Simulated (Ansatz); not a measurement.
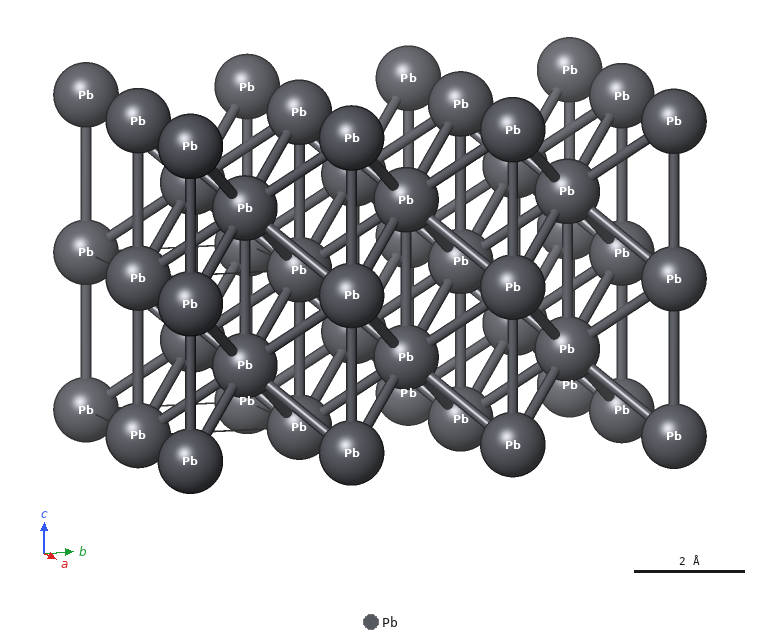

*The starting structure (ball-and-stick view of the cell 2 times as large as that of the calculation, set on its symmetry axes, repeated 2 × 3 × 2, seen slightly off an axis). An atom can appear more than once, as a periodic image.*

**Run report: Pb, geometry relaxation (part 1 of 3)**

- system: Pb (I4/mmm, 1 atom in the cell)
- method: DFT PBEsol, scalar-relativistic, plane waves, PAW, no spin polarisation (Ansatz 0.2.0)

The structure was made by swapping elements on the sites of another compound; it need not be a known phase. It belongs to a series of runs on one base structure; here: Cu -> Pb on all its sites, cell and atoms relaxed.

### Log
```
Engine: ansatz 0.2.0, x86_64-unknown-linux-gnu
Pseudopotentials: kind: paw
Pseudopotential: Pb, paw, valence charge 14, recommended cutoff 420 eV (normal), Pb.paw.azcp
Functional definition: PBEsol
  exchange = pbesol_x
  correlation = pbesol_c
Crystal: 1 atoms, lattice volume = 13.945 Å³
Basis set: ecut = 420 eV, 281 PW (Γ), exchange–correlation on 36×36×36 points (8 copies of the dense FFT grid, shifted against one another)
Bands: 11, of which v1, the nominal top of the filled ones, is band 7 counted from 1 (6 counted from 0)
Symmetry: 16 space group operations
Space group: I4/mmm (ITA 139), of the structure as read, at distance tolerance 2.4e-5 Å
k-points: 102 of 1000
Non-local potential: Pb, projectors of the file, l = 0: 2, l = 1: 2, l = 2: 2, l = 3: 2
PAW form: soft (Blöchl's): semilocal exchange-correlation on the pseudo side does not see the compensation charge
PAW frozen core: Pb, regenerated for the run's functional, and the local potential with it (the file was generated under x = pbe(κ = 0.804, μ = 0.2195149727645171), c = pbe(β = 0.06672455060314922))
PAW one-centre angular grid: Pb, 590 points (default); XC on 64 Gauss nodes
Initial density: superposition of atomic densities (neutral atoms: chi_scale 0, normalization atom), corrected by the library's trained network
Initial wavefunctions: pseudopotential atomic-orbital guess
Functional: x = pbesol(κ = 0.804, μ = 0.12345679012345678), c = pbesol(β = 0.046)
SCF iter   1: F=—  HF=-11749.350114 eV  |F-HF|=—  |Δ(HF+E_count)|=         —  Δρ=7.45e-3  dr2=5.05e-3  ethr=1.77e-3  ⟨swp⟩=6.9  Hψ=8915  notcnv=0
preconditioner: auto → none  [metal: Δε(μ)=0.043 eV  Ē_g=25.408 eV  σ=0.100 eV  W_gap=0.24  n_scr=0 (ndim 8)  ℏωp=37.2 eV  f_vac=0.000  D(μ)=0.29/eV (n_scr^D=0)]
SCF iter   2: F=—  HF=-11749.347140 eV  |F-HF|=—  |Δ(HF+E_count)|=   2.97e-3  Δρ=2.99e-3  dr2=6.90e-4  ethr=3.61e-5  ⟨swp⟩=2.8  Hψ=2890  notcnv=0  defer=4
SCF iter   3: F=—  HF=-11749.347318 eV  |F-HF|=—  |Δ(HF+E_count)|=   1.78e-4  Δρ=1.02e-3  dr2=1.02e-4  ethr=4.93e-6  ⟨swp⟩=2.1  Hψ=1837  notcnv=0  defer=5
SCF iter   4: F=—  HF=-11749.347423 eV  |F-HF|=—  |Δ(HF+E_count)|=   1.04e-4  Δρ=1.67e-3  dr2=3.11e-4  ethr=7.25e-7  ⟨swp⟩=2.6  Hψ=2044  notcnv=0  defer=4  recentre
SCF iter   5: F=—  HF=-11749.347292 eV  |F-HF|=—  |Δ(HF+E_count)|=   1.31e-4  Δρ=2.19e-4  dr2=3.92e-6  ethr=7.25e-7  ⟨swp⟩=2.1  Hψ=1892  notcnv=0  defer=5
SCF iter   6: F=—  HF=-11749.347293 eV  |F-HF|=—  |Δ(HF+E_count)|=   1.43e-6  Δρ=3.51e-5  dr2=6.22e-8  ethr=7.14e-10  ⟨swp⟩=8.5  Hψ=8666  notcnv=0
SCF iter   7: F=-11749.347293 eV  HF=-11749.347293 eV  |F-HF|=2.01e-9  |Δ(HF+E_count)|=   7.50e-8  Δρ=6.54e-6  dr2=1.96e-9  ethr=4.44e-10  ⟨swp⟩=3.4  Hψ=4638  notcnv=0
SCF 1 converged in 7 iterations: F = -11749.347293 eV  dr2 = 1.96e-9
  greatest PAW one-centre occupation: 0.980 electrons in one spin orbital (limit 2), on the Pb atom at site 0 (counted from 0), in its partial waves of l = 2
relax step   1: F+E_penalty+E_count = -11749.34729328 eV  Δ(F+E_penalty+E_count) = +0.000e0 eV  max|allowed force component| = 0.000e0 eV/Å  Δτ_max = 0.0000 Å  P = +237.415 GPa  Ω = 13.945 Å³  (7 SCF iters, dr2 threshold 1.00e-7 eV, accepted)
Crystal: 1 atoms, lattice volume = 16.030 Å³
Basis set: ecut = 420 eV, 321 PW (Γ), exchange–correlation on 36×36×36 points (8 copies of the dense FFT grid, shifted against one another)
Initial density: handed on by an earlier stage of this run
Initial wavefunctions: those handed on with the density
iter 1 solved again at ethr=3.96e-5 eV; its pass at ethr=3.10e-3 eV (dr2=5.55e-3 eV) is discarded
SCF iter   1: F=—  HF=-11751.712946 eV  |F-HF|=—  |Δ(HF+E_count)|=         —  Δρ=6.84e-3  dr2=5.73e-3  ethr=3.96e-5  ⟨swp⟩=2.0  Hψ=11517  notcnv=0
preconditioner: auto → none  [insulator: Δε(μ)=0.148 eV  Ē_g=24.342 eV  σ=0.100 eV  W_gap=0.60  n_scr=0 (ndim 8)  ℏωp=34.7 eV  f_vac=0.000  D(μ)=0.41/eV (n_scr^D=0)  ε∞_Penn≈3.0]
SCF iter   2: F=—  HF=-11751.711899 eV  |F-HF|=—  |Δ(HF+E_count)|=   1.05e-3  Δρ=3.16e-3  dr2=6.12e-4  ethr=3.96e-5  ⟨swp⟩=2.3  Hψ=1833  notcnv=0
SCF iter   3: F=—  HF=-11751.712098 eV  |F-HF|=—  |Δ(HF+E_count)|=   2.00e-4  Δρ=8.58e-4  dr2=4.51e-5  ethr=4.37e-6  ⟨swp⟩=1.6  Hψ=1260  notcnv=0
SCF iter   4: F=—  HF=-11751.712130 eV  |F-HF|=—  |Δ(HF+E_count)|=   3.16e-5  Δρ=7.09e-5  dr2=5.34e-7  ethr=3.22e-7  ⟨swp⟩=2.7  Hψ=1808  notcnv=0
SCF iter   5: F=-11751.712130 eV  HF=-11751.712130 eV  |F-HF|=2.40e-9  |Δ(HF+E_count)|=   4.54e-8  Δρ=4.47e-6  dr2=2.98e-9  ethr=7.14e-10  ⟨swp⟩=8.3  Hψ=7241  notcnv=0
SCF 2 converged in 5 iterations: F = -11751.712130 eV  dr2 = 2.98e-9
  greatest PAW one-centre occupation: 0.978 electrons in one spin orbital (limit 2), on the Pb atom at site 0 (counted from 0), in its partial waves of l = 2
relax step   2: F+E_penalty+E_count = -11751.71213001 eV  Δ(F+E_penalty+E_count) = -2.365e0 eV  max|allowed force component| = 0.000e0 eV/Å  Δτ_max = 0.0000 Å  P = +136.423 GPa  Ω = 16.030 Å³  energy of the carried Pulay correction = -8.844e-4 eV  (5 SCF iters, dr2 threshold 1.00e-7 eV, accepted)
Crystal: 1 atoms, lattice volume = 18.364 Å³
Basis set: ecut = 420 eV, 357 PW (Γ), exchange–correlation on 36×36×36 points (8 copies of the dense FFT grid, shifted against one another)
iter 1 solved again at ethr=3.27e-5 eV; its pass at ethr=3.10e-3 eV (dr2=4.58e-3 eV) is discarded
SCF iter   1: F=—  HF=-11753.211720 eV  |F-HF|=—  |Δ(HF+E_count)|=         —  Δρ=5.88e-3  dr2=4.99e-3  ethr=3.27e-5  ⟨swp⟩=2.1  Hψ=11102  notcnv=0
preconditioner: auto → none  [metal: Δε(μ)=0.052 eV  Ē_g=23.252 eV  σ=0.100 eV  W_gap=0.27  n_scr=0 (ndim 8)  ℏωp=32.4 eV  f_vac=0.000  D(μ)=0.67/eV (n_scr^D=0)]
SCF iter   2: F=—  HF=-11753.210923 eV  |F-HF|=—  |Δ(HF+E_count)|=   7.97e-4  Δρ=2.82e-3  dr2=5.59e-4  ethr=3.27e-5  ⟨swp⟩=2.5  Hψ=1867  notcnv=0
SCF iter   3: F=—  HF=-11753.211138 eV  |F-HF|=—  |Δ(HF+E_count)|=   2.15e-4  Δρ=8.27e-4  dr2=4.71e-5  ethr=4.00e-6  ⟨swp⟩=1.2  Hψ=1157  notcnv=0
SCF iter   4: F=—  HF=-11753.211168 eV  |F-HF|=—  |Δ(HF+E_count)|=   2.99e-5  Δρ=4.08e-5  dr2=2.31e-7  ethr=3.36e-7  ⟨swp⟩=1.9  Hψ=1378  notcnv=0
SCF iter   5: F=-11753.211168 eV  HF=-11753.211168 eV  |F-HF|=4.00e-11  |Δ(HF+E_count)|=   5.38e-8  Δρ=1.68e-6  dr2=2.31e-10  ethr=7.14e-10  ⟨swp⟩=7.5  Hψ=6452  notcnv=0
SCF 3 converged in 5 iterations: F = -11753.211168 eV  dr2 = 2.31e-10
relax step   3: F+E_penalty+E_count = -11753.21116796 eV  Δ(F+E_penalty+E_count) = -1.499e0 eV  max|allowed force component| = 0.000e0 eV/Å  Δτ_max = 0.0000 Å  P = +75.723 GPa  Ω = 18.364 Å³  energy of the carried Pulay correction = -1.671e-3 eV  (5 SCF iters, dr2 threshold 1.00e-7 eV, accepted)
Crystal: 1 atoms, lattice volume = 20.834 Å³
Basis set: ecut = 420 eV, 389 PW (Γ), exchange–correlation on 36×36×36 points (8 copies of the dense FFT grid, shifted against one another)
iter 1 solved again at ethr=2.21e-5 eV; its pass at ethr=3.10e-3 eV (dr2=3.09e-3 eV) is discarded
SCF iter   1: F=—  HF=-11754.078023 eV  |F-HF|=—  |Δ(HF+E_count)|=         —  Δρ=4.82e-3  dr2=3.44e-3  ethr=2.21e-5  ⟨swp⟩=2.4  Hψ=10981  notcnv=0
preconditioner: auto → none  [metal: Δε(μ)=0.073 eV  Ē_g=22.327 eV  σ=0.100 eV  W_gap=0.39  n_scr=4 (ndim 8)  ℏωp=30.4 eV  f_vac=0.000  D(μ)=0.33/eV (n_scr^D=0)]
SCF iter   2: F=—  HF=-11754.077526 eV  |F-HF|=—  |Δ(HF+E_count)|=   4.97e-4  Δρ=2.45e-3  dr2=4.64e-4  ethr=2.21e-5  ⟨swp⟩=2.4  Hψ=1858  notcnv=0
SCF iter   3: F=—  HF=-11754.077663 eV  |F-HF|=—  |Δ(HF+E_count)|=   1.36e-4  Δρ=5.81e-4  dr2=2.85e-5  ethr=3.31e-6  ⟨swp⟩=1.0  Hψ=1127  notcnv=0
SCF iter   4: F=—  HF=-11754.077687 eV  |F-HF|=—  |Δ(HF+E_count)|=   2.42e-5  Δρ=2.52e-5  dr2=1.09e-7  ethr=2.04e-7  ⟨swp⟩=2.1  Hψ=1414  notcnv=0
SCF iter   5: F=-11754.077687 eV  HF=-11754.077687 eV  |F-HF|=1.46e-11  |Δ(HF+E_count)|=   1.20e-8  Δρ=1.17e-6  dr2=9.55e-11  ethr=7.14e-10  ⟨swp⟩=6.9  Hψ=6200  notcnv=0
SCF 4 converged in 5 iterations: F = -11754.077687 eV  dr2 = 9.55e-11
relax step   4: F+E_penalty+E_count = -11754.07768676 eV  Δ(F+E_penalty+E_count) = -8.665e-1 eV  max|allowed force component| = 0.000e0 eV/Å  Δτ_max = 0.0000 Å  P = +39.926 GPa  Ω = 20.834 Å³  energy of the carried Pulay correction = -2.340e-3 eV  (5 SCF iters, dr2 threshold 1.00e-7 eV, accepted)
Crystal: 1 atoms, lattice volume = 23.656 Å³
Basis set: ecut = 420 eV, 441 PW (Γ), exchange–correlation on 36×36×36 points (8 copies of the dense FFT grid, shifted against one another)
iter 1 solved again at ethr=1.69e-5 eV; its pass at ethr=3.10e-3 eV (dr2=2.36e-3 eV) is discarded
SCF iter   1: F=—  HF=-11754.543618 eV  |F-HF|=—  |Δ(HF+E_count)|=         —  Δρ=4.70e-3  dr2=2.59e-3  ethr=1.69e-5  ⟨swp⟩=2.4  Hψ=10765  notcnv=0
preconditioner: auto → Kerker (q_TF=auto, 2.500 Å⁻¹)  [metal: Δε(μ)=0.080 eV  Ē_g=21.498 eV  σ=0.100 eV  W_gap=0.42  n_scr=12 (ndim 8)  ℏωp=28.6 eV  f_vac=0.000  D(μ)=0.40/eV (n_scr^D=0)]
SCF iter   2: F=—  HF=-11754.543551 eV  |F-HF|=—  |Δ(HF+E_count)|=   6.69e-5  Δρ=2.88e-3  dr2=1.01e-3  ethr=1.69e-5  ⟨swp⟩=1.1  Hψ=1139  notcnv=0
SCF iter   3: F=—  HF=-11754.543418 eV  |F-HF|=—  |Δ(HF+E_count)|=   1.33e-4  Δρ=2.08e-4  dr2=4.50e-6  ethr=7.24e-6  ⟨swp⟩=2.1  Hψ=1477  notcnv=0
SCF iter   4: F=—  HF=-11754.543426 eV  |F-HF|=—  |Δ(HF+E_count)|=   7.43e-6  Δρ=3.90e-5  dr2=2.39e-7  ethr=3.21e-8  ⟨swp⟩=1.9  Hψ=1567  notcnv=0
SCF iter   5: F=-11754.543426 eV  HF=-11754.543426 eV  |F-HF|=1.22e-9  |Δ(HF+E_count)|=   7.42e-8  Δρ=6.19e-6  dr2=7.27e-9  ethr=7.14e-10  ⟨swp⟩=6.4  Hψ=6088  notcnv=0
SCF 5 converged in 5 iterations: F = -11754.543426 eV  dr2 = 7.27e-9
relax step   5: F+E_penalty+E_count = -11754.54342589 eV  Δ(F+E_penalty+E_count) = -4.657e-1 eV  max|allowed force component| = 0.000e0 eV/Å  Δτ_max = 0.0000 Å  P = +14.944 GPa  Ω = 23.656 Å³  energy of the carried Pulay correction = -2.959e-3 eV  (5 SCF iters, dr2 threshold 1.00e-7 eV, accepted)
Crystal: 1 atoms, lattice volume = 26.677 Å³
Basis set: ecut = 420 eV, 523 PW (Γ), exchange–correlation on 36×36×36 points (8 copies of the dense FFT grid, shifted against one another)
iter 1 solved again at ethr=1.82e-5 eV; its pass at ethr=3.10e-3 eV (dr2=2.55e-3 eV) is discarded
SCF iter   1: F=—  HF=-11754.635951 eV  |F-HF|=—  |Δ(HF+E_count)|=         —  Δρ=5.53e-3  dr2=2.58e-3  ethr=1.82e-5  ⟨swp⟩=1.9  Hψ=10371  notcnv=0
preconditioner: auto → Kerker (q_TF=auto, 2.450 Å⁻¹)  [metal: Δε(μ)=0.100 eV  Ē_g=20.798 eV  σ=0.100 eV  W_gap=0.49  n_scr=12 (ndim 8)  ℏωp=26.9 eV  f_vac=0.000  D(μ)=0.50/eV (n_scr^D=0)]
SCF iter   2: F=—  HF=-11754.635901 eV  |F-HF|=—  |Δ(HF+E_count)|=   5.00e-5  Δρ=3.16e-3  dr2=9.38e-4  ethr=1.82e-5  ⟨swp⟩=1.0  Hψ=1127  notcnv=0
SCF iter   3: F=—  HF=-11754.635778 eV  |F-HF|=—  |Δ(HF+E_count)|=   1.23e-4  Δρ=2.85e-4  dr2=1.99e-5  ethr=6.70e-6  ⟨swp⟩=1.4  Hψ=1192  notcnv=0
SCF iter   4: F=—  HF=-11754.635783 eV  |F-HF|=—  |Δ(HF+E_count)|=   4.68e-6  Δρ=4.37e-5  dr2=3.73e-7  ethr=1.42e-7  ⟨swp⟩=2.4  Hψ=1564  notcnv=0
SCF iter   5: F=-11754.635783 eV  HF=-11754.635783 eV  |F-HF|=3.17e-9  |Δ(HF+E_count)|=   1.25e-7  Δρ=1.02e-5  dr2=1.61e-8  ethr=7.14e-10  ⟨swp⟩=6.5  Hψ=6067  notcnv=0
SCF 6 converged in 5 iterations: F = -11754.635783 eV  dr2 = 1.61e-8
  greatest PAW one-centre occupation: 0.985 electrons in one spin orbital (limit 2), on the Pb atom at site 0 (counted from 0), in its partial waves of l = 2
relax step   6: F+E_penalty+E_count = -11754.63578263 eV  Δ(F+E_penalty+E_count) = -9.236e-2 eV  max|allowed force component| = 0.000e0 eV/Å  Δτ_max = 0.0000 Å  P = -4.477 GPa  Ω = 26.677 Å³  energy of the carried Pulay correction = -3.498e-3 eV  (5 SCF iters, dr2 threshold 1.00e-7 eV, accepted)
Crystal: 1 atoms, lattice volume = 25.915 Å³
Basis set: ecut = 420 eV, 513 PW (Γ), exchange–correlation on 36×36×36 points (8 copies of the dense FFT grid, shifted against one another)
iter 1 solved again at ethr=1.00e-6 eV; its pass at ethr=3.10e-3 eV (dr2=1.40e-4 eV) is discarded
SCF iter   1: F=—  HF=-11754.646358 eV  |F-HF|=—  |Δ(HF+E_count)|=         —  Δρ=1.48e-3  dr2=1.62e-4  ethr=1.00e-6  ⟨swp⟩=2.8  Hψ=10036  notcnv=0
preconditioner: auto → none  [insulator: Δε(μ)=0.121 eV  Ē_g=20.925 eV  σ=0.100 eV  W_gap=0.61  n_scr=12 (ndim 8)  ℏωp=27.3 eV  f_vac=0.000  D(μ)=0.41/eV (n_scr^D=0)  ε∞_Penn≈2.7]
SCF iter   2: F=—  HF=-11754.646346 eV  |F-HF|=—  |Δ(HF+E_count)|=   1.19e-5  Δρ=7.02e-4  dr2=3.66e-5  ethr=1.00e-6  ⟨swp⟩=1.0  Hψ=1125  notcnv=0
SCF iter   3: F=—  HF=-11754.646351 eV  |F-HF|=—  |Δ(HF+E_count)|=   5.27e-6  Δρ=5.45e-5  dr2=4.64e-7  ethr=2.61e-7  ⟨swp⟩=1.7  Hψ=1227  notcnv=0
SCF iter   4: F=-11754.646351 eV  HF=-11754.646351 eV  |F-HF|=4.41e-9  |Δ(HF+E_count)|=   7.86e-8  Δρ=9.23e-6  dr2=1.29e-8  ethr=7.14e-10  ⟨swp⟩=6.5  Hψ=6034  notcnv=0
SCF 7 converged in 4 iterations: F = -11754.646351 eV  dr2 = 1.29e-8
  greatest PAW one-centre occupation: 0.983 electrons in one spin orbital (limit 2), on the Pb atom at site 0 (counted from 0), in its partial waves of l = 2
relax step   7: F+E_penalty+E_count = -11754.64635093 eV  Δ(F+E_penalty+E_count) = -1.057e-2 eV  max|allowed force component| = 0.000e0 eV/Å  Δτ_max = 0.0000 Å  P = +0.114 GPa  Ω = 25.915 Å³  energy of the carried Pulay correction = -3.372e-3 eV  (4 SCF iters, dr2 threshold 1.00e-7 eV, accepted)
Basis set: ecut = 420 eV, 513 PW (Γ), exchange–correlation on 48×48×48 points (8 copies of the dense FFT grid, shifted against one another)
Initial wavefunctions: pseudopotential atomic-orbital guess (no wavefunctions were taken with the density)
iter 1 solved again at ethr=3.89e-5 eV; its pass at ethr=3.10e-3 eV (dr2=5.45e-3 eV) is discarded
```
